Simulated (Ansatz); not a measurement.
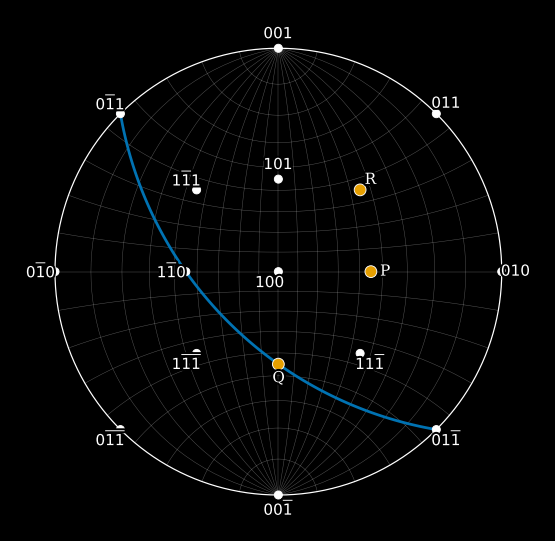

Crystal: SiC, a calculation's input that goes back to an entry of the Crystallography Open Database (an earlier step may have relaxed or displaced it). Stereographic projection of plane normals (upper hemisphere) centred on (1 0 0). Symmetry computed with spglib at a tolerance of 0.002 Å; standard conventional cell.

a = 4.348 Å, b = 4.348 Å, c = 4.348 Å, α = 90.00°, β = 90.00°, γ = 90.00°.

**Index the poles marked P, Q, R.**

P is (1 1 0), 45.0° from the centre; Q is (1 0 −1), 45.0° from the centre; R is (1 1 1), 54.7° from the centre.

**Which zone does the coloured great circle trace?**

The zone [1 1 1]: its poles satisfy h + k + l = 0.

**What is the angle between the normals of (1 0 0) and (1 0 −1), and what are their d_hkl = 1/|g|?**

45.0°; d = 4.348 Å and 3.075 Å.
